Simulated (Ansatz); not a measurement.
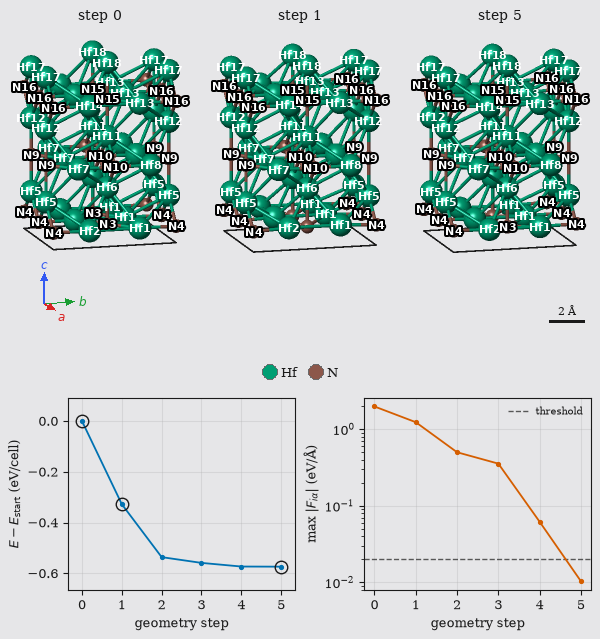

Frames of a relaxation of a slab of composition Hf2N (cut from the P4_2/mnm phase), marked on the history of the run. A ball-and-stick model of the 2 × 1 repeat of the cell, outlined in the plane, without the vacuum (origin shifted), seen slightly off an axis.

The slab is the (1 1 0) face of Hf2N.

Method: DFT PBEsol, scalar-relativistic, plane waves, PAW in Ansatz 0.2.0.

Input
```yaml
crystal:
  lattice:
    - [3.2274489607, 0.0, 0.0]
    - [0.0, 7.4890229864, 0.0]
    - [0.0, 0.0, 24.7017544579]
  atoms:
    - { symbol: Hf, position: [0.5, 0.7045366965, 0.3036221582] }
    - { symbol: Hf, position: [0.5, 0.2954633035, 0.3036221582] }
    - { symbol: "N", position: [0.0, 0.5, 0.3036221582] }
    - { symbol: "N", position: [0.5, 0.0, 0.3036221582] }
    - { symbol: Hf, position: [0.0, 0.0, 0.365633139] }
    - { symbol: Hf, position: [0.0, 0.5, 0.3932000655] }
    - { symbol: Hf, position: [0.5, 0.2045366965, 0.4552110463] }
    - { symbol: Hf, position: [0.5, 0.7954633035, 0.4552110463] }
    - { symbol: "N", position: [0.0, 0.0, 0.4552110463] }
    - { symbol: "N", position: [0.5, 0.5, 0.4552110463] }
    - { symbol: Hf, position: [0.0, 0.5, 0.5172220272] }
    - { symbol: Hf, position: [0.0, 0.0, 0.5447889537] }
    - { symbol: Hf, position: [0.5, 0.7045366965, 0.6067999345] }
    - { symbol: Hf, position: [0.5, 0.2954633035, 0.6067999345] }
    - { symbol: "N", position: [0.0, 0.5, 0.6067999345] }
    - { symbol: "N", position: [0.5, 0.0, 0.6067999345] }
    - { symbol: Hf, position: [0.0, 0.0, 0.6688109153] }
    - { symbol: Hf, position: [0.0, 0.5, 0.6963778418] }
basis:
  ecutwfc: 420
kpoints:
  mp_grid: { grid: [11, 5, 1] }
hamiltonian:
  xc: pbesol
scf:
  occupations: { method: gaussian, width: 0.1 }
output:
  forces: true
  eigenvalues: true
  write_density: true
  write_potential: true
  elf: true
  volumetric_format: npy
relax:
  adjacent_minimum: "off"
  f_tol: 0.02
  max_steps: 60
efield:
  axis: 3
  dipole_correction: true
  ramp_width: 0.04
```

Run as
```bash
ansatz run input.yaml --threads 4 --pin off --max-ram 9216MiB --backend cpu --events-out ev --progress --plain --runs-dir out
```

> What happens along the run?

After 5 geometry steps the energy has fallen by 0.574 eV per cell of the calculation. The largest force component goes from 2 to 0.01 eV/Å. Hf18 moves most relative to the layer's centre: 0.20 Å along the normal (−c). By element the largest moves are Hf 0.20 Å, N 0.15 Å. The cell doesn't change. Some distances before and after: N3–Hf6 2.213 → 2.350 Å, N15–Hf18 2.213 → 2.076 Å, Hf13–Hf18 3.138 → 3.022 Å, N4–Hf5 2.225 → 2.129 Å. Bond angles that change, for instance: Hf1–N3–Hf2 180.0° → 167.6°, Hf13–N16–Hf14 180.0° → 173.1°, Hf1–N3–Hf6 90.0° → 83.8°. The run took 14 min on 4 threads of Intel(R) Xeon(R) Processor @ 2.50GHz (Skylake/Cascade Lake) (shared host), peak memory 3.4 GiB. From step 0 to 1: Hf atoms move most (0.19 Å), energy −0.328 eV per cell of the calculation. From step 1 to 5: Hf atoms move most (0.10 Å), energy −0.246 eV per cell of the calculation.

```csv
step,"E − E(0), meV/atom","largest force component, eV/Å"
0,0.00,1.9825
1,-18.20,1.2363
2,-29.79,0.5007
3,-31.05,0.3556
4,-31.85,0.0619
5,-31.88,0.0104
```
